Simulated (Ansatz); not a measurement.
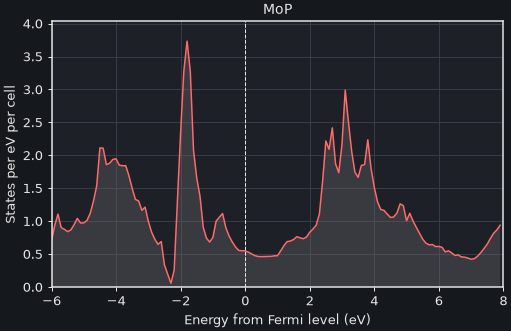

Density of states. Energies are counted from the Fermi level.

System: MoP, space group P-6m2 (No. 187), 2 atoms in the cell.

Space group P-6m2 (No. 187). a = 3.223 Å, b = 3.223 Å, c = 3.191 Å, α = 90.00°, β = 90.00°, γ = 120.00°
```csv
atom,site,symmetry,x,y,z
Mo,1a,-6m2,0.0000,0.0000,0.0000
P,1d,-6m2,0.3333,0.6667,0.5000
```

Computed with Ansatz: r2SCAN+rVV10, Mo d U = 8 eV, Ansatz PAW, no spin polarisation, no spin-orbit coupling, 10×10×8 k mesh in the self-consistent step, 500 eV cutoff, Methfessel-Paxton smearing of 0.1 eV.

Question: Metal or insulator, and how many states lie at the Fermi level?

Answer: It is a metal. The density of states at the Fermi level is about 0.54 per eV and cell (mean within 0.25 eV), or 0.27 per atom.

The density of states comes from the program's own step for it, whose mesh and broadening can differ from those of the self-consistent step. The PAW data sets were made with another functional.
